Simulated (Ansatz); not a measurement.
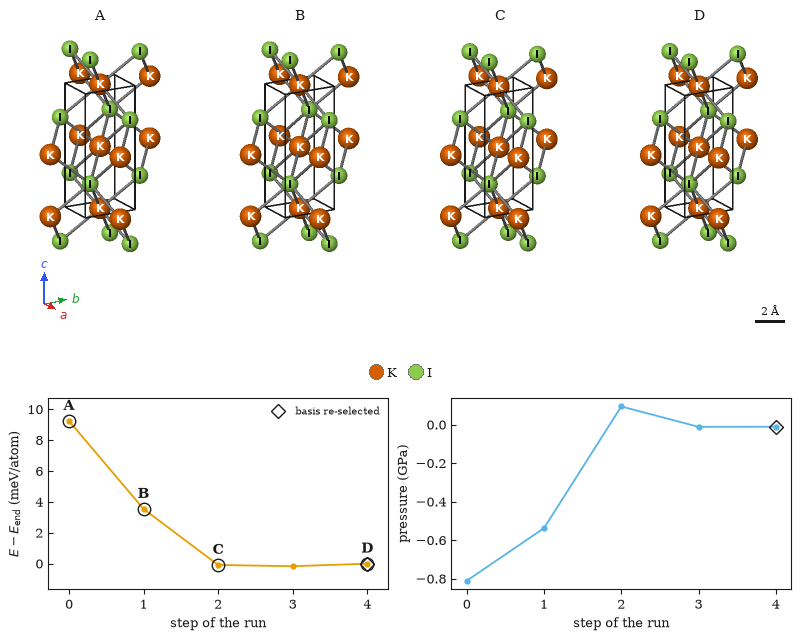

Frames of a relaxation of crystalline KI (set up in Cmcm), marked on the history of the run. A ball-and-stick model of the cell of the calculation, seen slightly off an axis.

Case: relaxed again under DFT PBE+D3(BJ), scalar-relativistic, plane waves, PAW.

Method: DFT PBE+D3(BJ), scalar-relativistic, plane waves, PAW (Ansatz). Set-up: plane-wave cutoff 420 eV; k-point mesh 6 × 6 × 4; occupations gaussian; smearing width 0.02 eV; no spin polarisation; cell and atoms relaxed; force threshold 0.005 eV/Å; at most 50 steps.

> Describe the path.

The atoms keep their places relative to the cell (all moves are under 0.005 Å). Cell: a = b 4.970 → 4.826 Å (−2.9 %), c 8.679 → 8.541 Å (−1.6 %). Volume −7.2 %. Among the contacts that change: I–K 3.598 → 3.511 Å. The space group stays P6_3/mmc (No. 194). Over 3 accepted moves (4 points after the start) the energy falls by 9.2 meV per atom. Largest force component: 0.0013 eV/Å at the start, 0.00038 eV/Å at the end. The pressure goes from −0.81 to −0.01 GPa. At 1 point the geometry stayed and the basis and grid were re-selected for the new cell (energy shift of 0.2 meV per atom at most each time). From step 0 to 1: volume −2.9 %, energy −5.7 meV per atom. From step 1 to 2: volume −5.3 %, energy −3.6 meV per atom. From step 2 to 4: volume +0.8 %, energy +0.1 meV per atom.

```json
{"step": "0", "E − E(0), meV/atom": "0.00", "largest force component, eV/Å": "0.0013", "pressure, GPa": "-0.81", "volume, Å³/atom": "46.420", "note": ""}
{"step": "1", "E − E(0), meV/atom": "-5.70", "largest force component, eV/Å": "0.0010", "pressure, GPa": "-0.54", "volume, Å³/atom": "45.095", "note": ""}
{"step": "2", "E − E(0), meV/atom": "-9.33", "largest force component, eV/Å": "0.0007", "pressure, GPa": "0.10", "volume, Å³/atom": "42.720", "note": ""}
{"step": "3", "E − E(0), meV/atom": "-9.41", "largest force component, eV/Å": "0.0004", "pressure, GPa": "-0.01", "volume, Å³/atom": "43.070", "note": ""}
{"step": "4", "E − E(0), meV/atom": "-9.25", "largest force component, eV/Å": "0.0004", "pressure, GPa": "-0.01", "volume, Å³/atom": "43.070", "note": "same geometry, new basis"}
```
